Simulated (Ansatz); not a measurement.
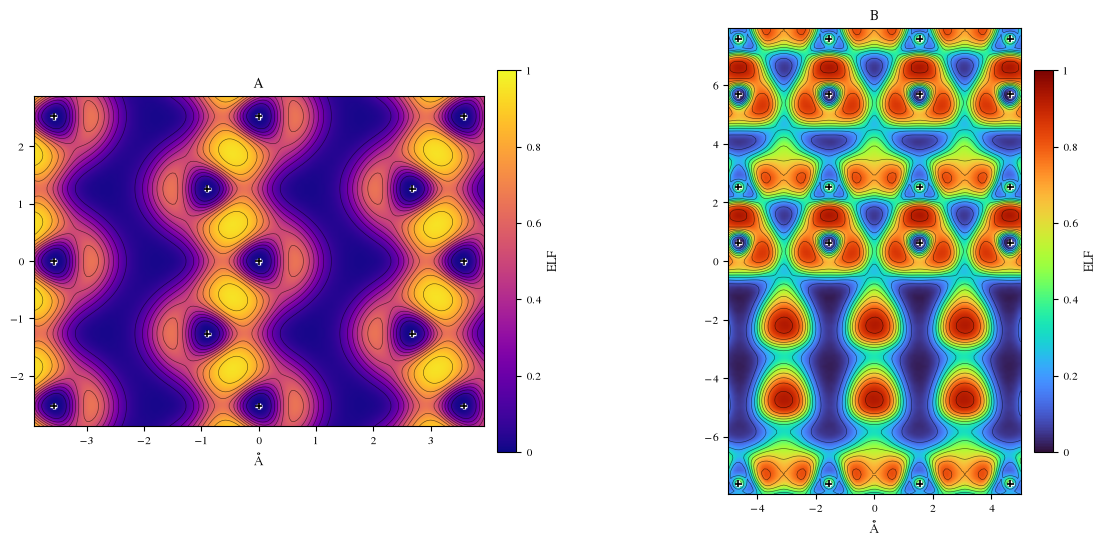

The electron localisation function of 2 systems, each on a plane through atoms (crosses mark nuclei in the plane).

Theory: DFT PBE, scalar-relativistic, plane waves, PAW in Ansatz.

System 1: C, the (011) plane of the conventional cell. Space group Fd-3m.

System 2: SiC, the (100) plane of the conventional cell. Space group P6₃mc.

**Which map belongs to which system?**

Panel A is system 1, C: the plane holds C. C–C (1.55 Å): the ELF peaks at about 0.95 between the atoms; a covalent bond. Panel B is system 2, SiC: the plane holds Si and C. Si–C (1.90 Å): the ELF peaks at about 0.95 between the atoms: a shared electron pair.
